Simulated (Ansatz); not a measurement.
Ga₃As₃H₂ (slab)

```cif
data_structure
_symmetry_space_group_name_H-M 'P 1'
_symmetry_Int_Tables_number 1
_cell_length_a 4.0010
_cell_length_b 4.0010
_cell_length_c 26.0728
_cell_angle_alpha 90.000
_cell_angle_beta 90.000
_cell_angle_gamma 90.000
_cell_volume 417.38
loop_
_atom_site_label
_atom_site_type_symbol
_atom_site_fract_x
_atom_site_fract_y
_atom_site_fract_z
_atom_site_occupancy
As1 As 0.00000 0.50000 0.32601 1
Ga1 Ga 0.50000 0.50000 0.38026 1
As2 As 0.50000 0.00000 0.43452 1
Ga2 Ga 0.00004 0.99984 0.48778 1
As3 As 0.00023 0.49983 0.54364 1
Ga3 Ga 0.50025 0.49752 0.59746 1
H1 H 0.49962 0.87480 0.63318 1
H2 H 0.50063 0.12100 0.63310 1
```

Level of theory: DFT PBEsol, scalar-relativistic, plane waves, PAW (Ansatz).

What will maps of the valence pseudo-density and electron localisation function show?

Answer. Ga–H (1.77 Å): ρ at the midpoint is about 0.6 e/Å³; the ELF climbs to about 1 towards the hydrogen.
Ga–As (2.45 Å): ρ at the midpoint is about 0.48 e/Å³; the ELF peaks at about 0.75 between the atoms.

Does the calculation give a band gap?

Answer. It is gapless in this calculation (a metal or semimetal).

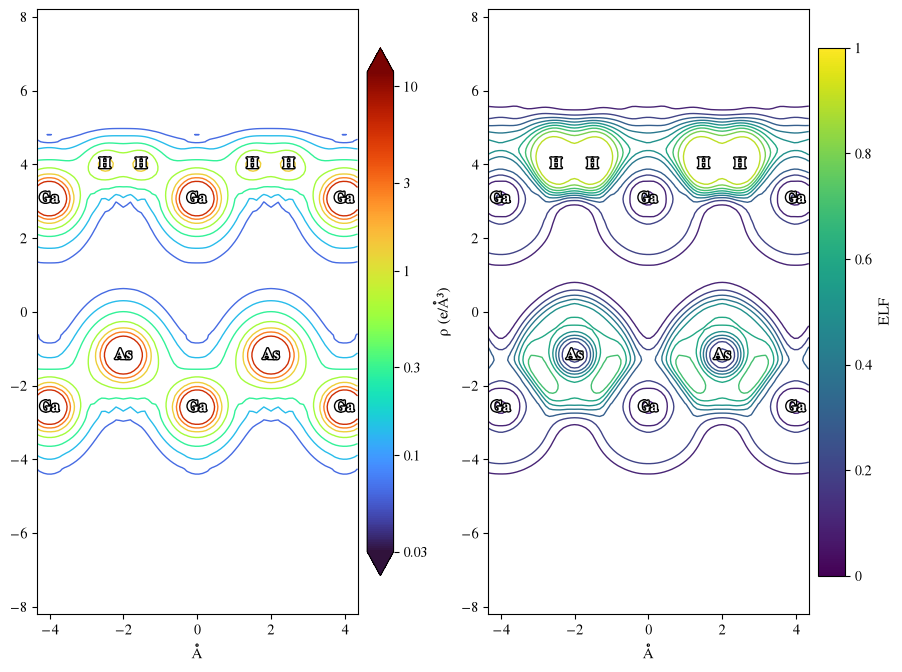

Computed valence pseudo-density and electron localisation function on the (100) plane of the calculation cell, a cut from vacuum to vacuum, in this order. 

Core electrons are frozen (PAW), and the valence fields are smoothed inside the atomic spheres.
